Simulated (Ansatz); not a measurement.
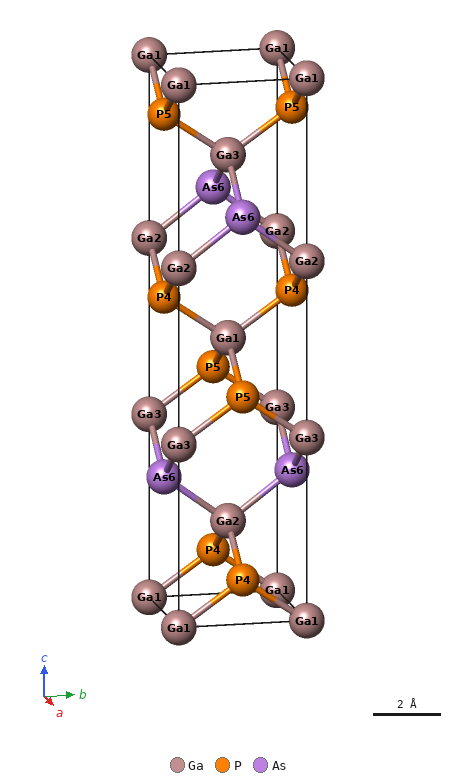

Fig. 1: The input geometry of run 1 (ball-and-stick view of the cell 2 times as large as that of the calculation, set on its symmetry axes, seen slightly off an axis; atoms are numbered from 1 in the order of the input). An atom can appear more than once, as a periodic image.

**What a change does: band-structure calculation on Ga$_{3}$AsP$_{2}$**

System: Ga$_{3}$AsP$_{2}$ (6 atoms in the cell).
Method of run 1: DFT PBE, scalar-relativistic, plane waves, PAW, no spin polarisation (Ansatz 0.2.0).

The structure was made by a generator, so it may or may not be a known phase. Text and figures count atoms from 1; the logs count them from 0 in places.

**Input file, run 1**
```yaml
crystal:
  lattice:
    - [-1.9735283107, 1.9735283107, 8.3829158382]
    - [1.9735283107, -1.9735283107, 8.3829158382]
    - [1.9735283107, 1.9735283107, -8.3829158382]
  atoms:
    - { symbol: Ga, position: [0.0, 0.0, 0.0] }
    - { symbol: Ga, position: [0.6625269662, 0.6625269662, 0.0] }
    - { symbol: Ga, position: [0.3374730338, 0.3374730338, 0.0] }
    - { symbol: P, position: [0.5813004453, 0.0813004453, 0.5] }
    - { symbol: P, position: [0.9186995547, 0.4186995547, 0.5] }
    - { symbol: As, position: [0.25, 0.75, 0.5] }
basis:
  ecutwfc: 420
kpoints:
  mp_grid: { grid: [10, 10, 10] }
  band_path:
    path:
      - [[0.0, 0.0, 0.0], [0.0, 0.0, 0.5], [0.25, 0.25, 0.25], [0.0, 0.5, 0.0], [0.0, 0.0, 0.0], [0.5, 0.5, -0.5], [0.26385596, 0.73614404, -0.26385596]]
      - [[-0.26385596, 0.26385596, 0.26385596], [0.0, 0.0, 0.0]]
      - [[0.0, 0.0, 0.5], [-0.02771191, 0.02771191, 0.5]]
      - [[0.5, 0.5, -0.02771191], [0.5, 0.5, -0.5]]
    npoints: 14
hamiltonian:
  xc: pbe
scf:
  occupations: { method: gaussian, width: 0.02 }
  n_extra_bands: 15
output:
  forces: true
  stress: true
  eigenvalues: true
  populations: true
  dos: { projected: true, de: 0.02, nscf_kmesh: { grid: [15, 15, 15] } }
  bader: true
  write_density: true
  write_potential: true
  elf: true
  volumetric_format: npy
```

Command:
```bash
ansatz run input.yaml --threads 1 --pin off --max-ram 2560MiB --backend cpu --events-out ev --progress --plain --runs-dir out
```

Hardware: 1 thread of Intel Xeon @ 2.50GHz (Skylake/Cascade Lake), 189 GiB of memory available, shared host.

**Output, shortened to warnings, some set-up lines, iterations and results (run 1)**
```
Basis set: ecut = 420 eV, 2545 PW (Γ), FFT grids on a1−a2, a2, a1+a3, exchange–correlation on 80×120×54 points (8 copies of the dense FFT grid, shifted against one another)
Symmetry: 8 space group operations
k-points: 102 of 1000 (time reversal used)
Initial density: superposition of atomic densities (neutral atoms: chi_scale 0, normalization atom), corrected by the library's trained network
[...]
SCF iter   1: F=—  HF=-17718.937412 eV  |F-HF|=—  |Δ(HF+E_count)|=         —  Δρ=1.73e-3  dr2=6.15e-3  ethr=1.77e-3  ⟨swp⟩=6.7  Hψ=21144  notcnv=0  defer=135
SCF iter   2: F=—  HF=-17718.933509 eV  |F-HF|=—  |Δ(HF+E_count)|=   3.90e-3  Δρ=1.16e-3  dr2=1.70e-3  ethr=9.60e-6  ⟨swp⟩=2.3  Hψ=9091  notcnv=0  defer=850
SCF iter   3: F=—  HF=-17718.933195 eV  |F-HF|=—  |Δ(HF+E_count)|=   3.13e-4  Δρ=4.50e-4  dr2=4.63e-4  ethr=2.65e-6  ⟨swp⟩=2.0  Hψ=6989  notcnv=0  defer=850
SCF iter   4: F=—  HF=-17718.933325 eV  |F-HF|=—  |Δ(HF+E_count)|=   1.30e-4  Δρ=1.99e-4  dr2=5.59e-5  ethr=7.23e-7  ⟨swp⟩=2.0  Hψ=5168  notcnv=0  defer=850
SCF iter   5: F=—  HF=-17718.933374 eV  |F-HF|=—  |Δ(HF+E_count)|=   4.89e-5  Δρ=4.79e-5  dr2=4.45e-6  ethr=8.73e-8  ⟨swp⟩=2.0  Hψ=6698  notcnv=0  defer=850
SCF iter   6: F=—  HF=-17718.933382 eV  |F-HF|=—  |Δ(HF+E_count)|=   7.89e-6  Δρ=1.80e-5  dr2=2.66e-7  ethr=6.95e-9  ⟨swp⟩=2.0  Hψ=7209  notcnv=0  defer=850
SCF iter   7: F=-17718.933382 eV  HF=-17718.933382 eV  |F-HF|=4.99e-8  |Δ(HF+E_count)|=   3.07e-7  Δρ=4.50e-6  dr2=2.96e-8  ethr=1.56e-10  ⟨swp⟩=16.7  Hψ=39092  notcnv=0
SCF 1 converged in 7 iterations: F = -17718.933382 eV  dr2 = 2.96e-8
NSCF: frozen V_eff on 130 k-points
NSCF: frozen V_eff on 288 k-points
SCF converged after 7 iterations
Free energy (F): -17718.933382 eV
Harris-Foulkes:  -17718.933382 eV  (|F-HF|=4.99e-8)
Internal energy: -17718.933382 eV  (E = F + TS)
E sigma→0 (E₀):  -17718.933382 eV
Fermi energy:    7.590139 eV
--- Per-component energies (eV) ---
  E_band       = -455.558406
  E_kinetic    = 588.824342
  E_local      = -8798.631597  (includes V_loc(G=0)·N_el)
  E_nonlocal   = 671.840314
  E_hartree    = 4237.247332
  E_xc         = -408.386236
  E_vxc        = -373.375232  (∫ρ·V_xc dr)
  E_paw        = -8941.596493  (= ΣΔE_a)
  E_vpaw       = -1018.709627  (= ΣTr[D̂ρ^β])
  E_aug_tail   = -0.000333  (compensation charges beyond the density's cutoff)
  E_ewald      = -5068.230713
  E_smearing   = -0.000000  (= −TS)
  E_closure    = -0.000000  (closes the sum)
  Σ components = -17718.933382   (vs F -17718.933382, Δ=0.00e0)
--- Forces (eV/Å), atoms counted from 1 ---
  atom   1  Ga    -0.00000000     0.00000000     0.00000000
  atom   2  Ga    -0.00000000     0.00000000     0.00011519
  atom   3  Ga    -0.00000000     0.00000000    -0.00011519
  atom   4  P      0.00000000     0.00000000     0.00079899
  atom   5  P      0.00000000     0.00000000    -0.00079899
  atom   6  As     0.00000000     0.00000000    -0.00000000
  max |Σ_I F_I| component: 1.21e-17 eV/Å
--- Stress (GPa, compression-positive) ---
        0.014928       0.000000      -0.000000
        0.000000       0.014928       0.000000
       -0.000000       0.000000      -0.022468
  P = ⅓ Tr σ = 0.0025 GPa (0.025 kbar)
--- Löwdin populations: 6 sites ---
  site symbol       q [e]
     0     Ga     12.9426
     1     Ga     12.9428
     2     Ga     12.9428
     3      P      5.0066
     4      P      5.0066
     5     As     15.0188
  spilling = 0.002182 (of n_electrons = 64.000000)
--- Bader charges: 6 sites ---
  site symbol  charge [e]  shift [e]
     0     Ga      0.8341     0.0008
     1     Ga      0.7607     0.0006
     2     Ga      0.7607     0.0006
     3      P     -0.8325     0.0008
     4      P     -0.8325     0.0008
     5     As     -0.6906     0.0004
  estimated error of the sums over rays = 4.5e-4 e
```

For run 2 the input was changed thus:
```diff
-  ecutwfc: 420
+  ecutwfc: 500
-  xc: pbe
+  xc: r2scan
-  write_density: true
-  write_potential: true
-  elf: true
-  volumetric_format: npy
```

How does run 2 compare with run 1?

The total energies belong to different methods, so their difference says nothing on which is more stable or more accurate. The gap on the mesh goes from 1.04 to 1.54 eV. The pressure goes from 0.00 to −2.57 GPa. The largest force goes from 0.001 to 0.056 eV/Å. The functional changes from PBE to r2SCAN. The SCF takes 8 iterations against 7. The plane waves at Γ go from 2545 to 3287.

**Output, shortened to warnings, some set-up lines, iterations and results (run 2)**
```
Basis set: ecut = 500 eV, 3287 PW (Γ), FFT grids on a1+a3, a2+a3, a3, exchange–correlation on 120×120×288 points (64 copies of the dense FFT grid, shifted against one another)
Symmetry: 8 space group operations
k-points: 102 of 1000 (time reversal used)
Initial density: superposition of atomic densities (neutral atoms: chi_scale 0, normalization atom), corrected by the library's trained network
[...]
SCF iter   1: F=—  HF=-17756.630234 eV  |F-HF|=—  |Δ(HF+E_count)|=         —  Δρ=8.54e-3  dr2=5.54e-2  dr2_τ=1.61e-2  ethr=1.77e-3  ⟨swp⟩=6.4  Hψ=20961  notcnv=0  defer=135
SCF iter   2: F=—  HF=-17756.650708 eV  |F-HF|=—  |Δ(HF+E_count)|=   2.05e-2  Δρ=1.96e-3  dr2=3.99e-3  dr2_τ=2.53e-4  ethr=8.66e-5  ⟨swp⟩=3.0  Hψ=10203  notcnv=0  defer=851
SCF iter   3: F=—  HF=-17756.649166 eV  |F-HF|=—  |Δ(HF+E_count)|=   1.54e-3  Δρ=1.83e-3  dr2=2.05e-3  dr2_τ=2.32e-5  ethr=6.23e-6  ⟨swp⟩=2.0  Hψ=7371  notcnv=0  defer=851
SCF iter   4: F=—  HF=-17756.649469 eV  |F-HF|=—  |Δ(HF+E_count)|=   3.03e-4  Δρ=2.79e-4  dr2=1.23e-4  dr2_τ=2.26e-6  ethr=3.21e-6  ⟨swp⟩=2.5  Hψ=6367  notcnv=0  defer=851
SCF iter   5: F=—  HF=-17756.649463 eV  |F-HF|=—  |Δ(HF+E_count)|=   5.54e-6  Δρ=7.66e-5  dr2=1.00e-5  dr2_τ=3.83e-7  ethr=1.91e-7  ⟨swp⟩=2.0  Hψ=7207  notcnv=0  defer=851
SCF iter   6: F=—  HF=-17756.649463 eV  |F-HF|=—  |Δ(HF+E_count)|=   1.45e-7  Δρ=3.32e-5  dr2=1.89e-6  dr2_τ=5.82e-8  ethr=1.56e-8  ⟨swp⟩=2.3  Hψ=7245  notcnv=0  defer=851
SCF iter   7: F=—  HF=-17756.649464 eV  |F-HF|=—  |Δ(HF+E_count)|=   1.29e-6  Δρ=8.65e-6  dr2=1.09e-7  dr2_τ=1.68e-9  ethr=2.95e-9  ⟨swp⟩=2.1  Hψ=6422  notcnv=0  defer=851
SCF iter   8: F=-17756.649464 eV  HF=-17756.649464 eV  |F-HF|=2.26e-8  |Δ(HF+E_count)|=   2.61e-9  Δρ=3.77e-6  dr2=1.56e-8  dr2_τ=5.65e-10  ethr=1.56e-10  ⟨swp⟩=11.4  …
SCF 1 converged in 8 iterations: F = -17756.649464 eV  dr2 = 1.56e-8
NSCF: frozen V_eff on 130 k-points
NSCF: frozen V_eff on 288 k-points
SCF converged after 8 iterations
Free energy (F): -17756.649464 eV
Harris-Foulkes:  -17756.649464 eV  (|F-HF|=2.26e-8)
Internal energy: -17756.649464 eV  (E = F + TS)
E sigma→0 (E₀):  -17756.649464 eV
Fermi energy:    7.628243 eV
--- Per-component energies (eV) ---
  E_band       = -493.274484
  E_kinetic    = 586.177956
  E_local      = -8806.957555  (includes V_loc(G=0)·N_el)
  E_nonlocal   = 678.032892
  E_hartree    = 4247.112293
  E_xc         = -376.813640
  E_vxc        = -391.116487  (∫ρ·V_xc dr)
  E_paw        = -9012.372257  (= ΣΔE_a)
  E_vpaw       = -1073.103184  (= ΣTr[D̂ρ^β])
  E_aug_tail   = -0.000139  (compensation charges beyond the density's cutoff)
  E_vtau       = 19.464941  (kinetic-family band-sum trace: ∫τ·v_τ [+ j·A + Jᵃ·Aᵃ] dr)
  E_ewald      = -5068.230713
  E_core_change = -3.598302  (= ΣΔE_core)
  E_smearing   = -0.000000  (= −TS)
  E_closure    = -0.000000  (closes the sum)
  Σ components = -17756.649464   (vs F -17756.649464, Δ=0.00e0)
--- Forces (eV/Å), atoms counted from 1 ---
  atom   1  Ga    -0.00000000    -0.00000000    -0.00000000
  atom   2  Ga    -0.00000000     0.00000000     0.05585596
  atom   3  Ga    -0.00000000    -0.00000000    -0.05585596
  atom   4  P      0.00000000     0.00000000     0.00535561
  atom   5  P      0.00000000    -0.00000000    -0.00535561
  atom   6  As     0.00000000     0.00000000     0.00000000
  max |Σ_I F_I| component: 4.16e-17 eV/Å
--- Stress (GPa, compression-positive) ---
       -2.549261       0.000000      -0.000000
        0.000000      -2.549261       0.000000
       -0.000000       0.000000      -2.607731
  P = ⅓ Tr σ = -2.5688 GPa (-25.688 kbar)
--- Löwdin populations: 6 sites ---
  site symbol       q [e]
     0     Ga     12.9194
     1     Ga     12.9120
     2     Ga     12.9120
     3      P      5.0258
     4      P      5.0258
     5     As     15.0566
  spilling = 0.002319 (of n_electrons = 64.000000)
--- Bader charges: 6 sites ---
  site symbol  charge [e]  shift [e]
     0     Ga      0.9035     0.0012
     1     Ga      0.8352     0.0008
     2     Ga      0.8352     0.0008
     3      P     -0.9005     0.0011
     4      P     -0.9005     0.0011
     5     As     -0.7729     0.0005
  estimated error of the sums over rays = 4.9e-4 e
```

**The two runs side by side**

```csv
quantity,run 1,run 2
outcome,converged,converged
free energy per atom (eV),−2953.1556,−2959.4416
gap on the mesh (eV),1.04,1.54
pressure (GPa),0.00,−2.57
largest force (eV/Å),0.001,0.056
SCF iterations,7,8
irreducible k-points,102,102
plane waves at Γ,2545,3287
wall time (shared host),9.8 min,13 min
```
